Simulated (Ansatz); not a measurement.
The calculation's input:

```
crystal:
  lattice:
    - [0.0, 2.956, 2.956]
    - [2.956, 0.0, 2.956]
    - [2.956, 2.956, 0.0]
  atoms:
    - { symbol: Ca, position: [0.0, 0.0, 0.0] }
    - { symbol: Se, position: [0.5, 0.5, 0.5] }
basis:
  ecutwfc: 420
  fft_grid_basis: typed
kpoints:
  mp_grid: { grid: [10, 10, 10] }
hamiltonian:
  xc: pbe
  pseudopotentials: { kind: paw }
scf:
  occupations: { method: gaussian, width: 0.05 }
output:
  forces: true
  stress: true
  eigenvalues: true
  bader: true
  write_density: true
  volumetric_format: npy
  elf: true
```

Command:

```sh
ansatz run input.yaml --threads 1 --pin off --max-ram 3072MiB --backend cpu --events-out ev --progress --plain --runs-dir out
```

The picture shows the conventional cell (a = 5.91 Å, b = 5.91 Å, c = 5.91 Å, α = 90.00°, β = 90.00°, γ = 90.00°).

Space group Fm-3m.

Theory: DFT PBE, scalar-relativistic, plane waves, PAW in Ansatz 0.2.0.

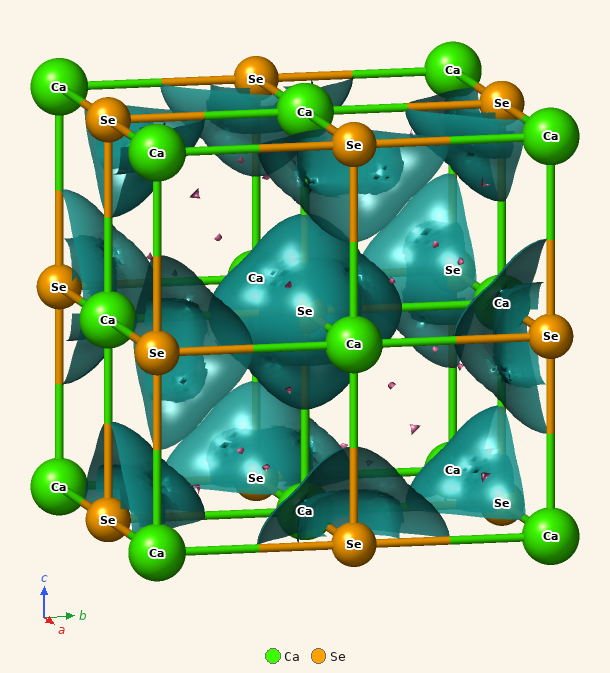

CaSe. Deformation density (self-consistent density less superposed neutral spherical atoms): teal surfaces at +0.03 and pink ones at −0.03 e/Å³, in the conventional cell seen slightly off an axis (the regions close to the nuclei are left out). Cores are masked to 1.0 Å (Ca) and 0.8 Å (Se).

Core electrons are frozen (PAW), so the fields are smoothed inside the atomic spheres.

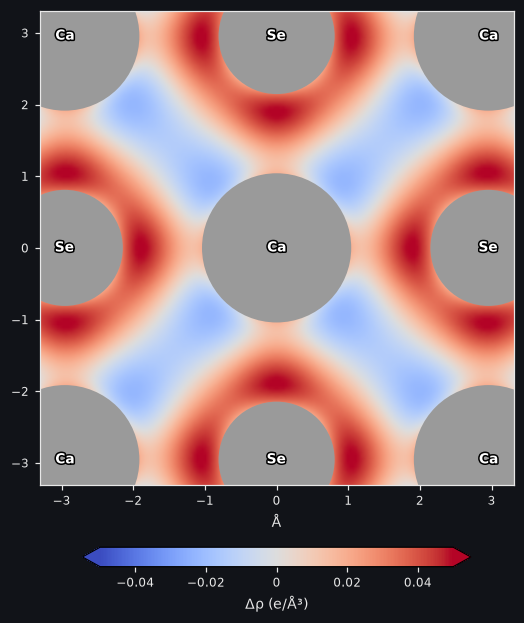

Also shown: a map on the (010) plane of the conventional cell, with grey discs over the atomic cores.

What does the deformation density say about the bonding?

Answer. Ca–Se (2.96 Å): Δρ is +0.03 e/Å³ at the midpoint. Over the whole cell, outside the masked cores, the largest gain, 0.05 e/Å³, lies 1.0 Å from a selenium nucleus, and the largest loss, 0.03 e/Å³, lies 1.3 Å from a calcium nucleus. The rearranged charge, half the integral of |Δρ|, is about 0.23 e an atom. Bader charges: Ca +1.45 and Se −1.45 e.

Does the calculation give a gap?

Answer. It is gapped, with a Kohn–Sham gap of 2.0 eV on the k-point mesh.

The run took 11 s on 1 thread of Arm Neoverse V1, on a shared host, peak memory 0.33 GiB.
